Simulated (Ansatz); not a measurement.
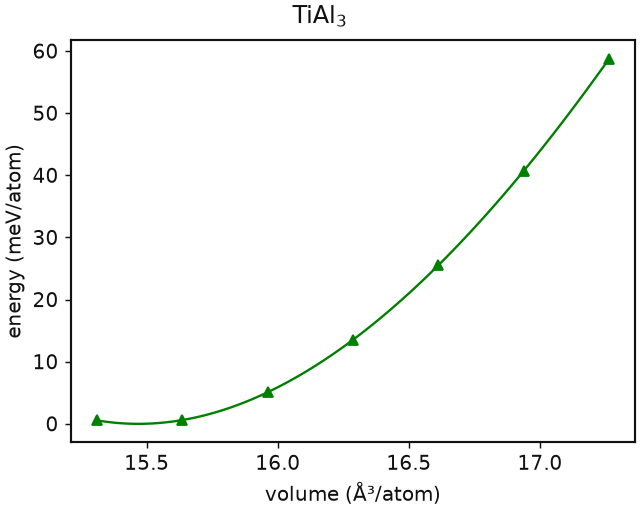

Plotted: energy against volume for TiAl₃, space group Pmm2 (No. 25).

Structure:
```
Ti Al
1.0
     2.83968    0.00000    0.00000
     0.00000    4.68126    0.00000
     0.00000    0.00000    4.90074
Ti Al
1 3
Direct
  0.00000 0.50000 0.16592
  0.00000 0.00000 0.83590
  0.50000 0.00000 0.33091
  0.50000 0.50000 0.66727
```

How it was computed, with Ansatz 0.2.0: plane-wave DFT, no spin polarisation; energies at scaled volumes of the given cell, shape and fractions fixed, counted from the fit's minimum, third-order Birch-Murnaghan fit. Level: LDA.

- k mesh: 9×6×6
- occupations: Fermi–Dirac
- smearing width: 0.05 eV
- potentials: Ansatz PAW
- wave cutoff: 420 eV
- density cutoff: 1680 eV

**How stiff is the solid, and where is its volume at rest?**

A third-order Birch–Murnaghan fit gives V0 = 15.47 Å³/atom, B0 = 109 GPa and B′ = 4.2.

Keep in mind: shape and atomic fractions are frozen while scaling, which makes layered, chain and framework solids too stiff.
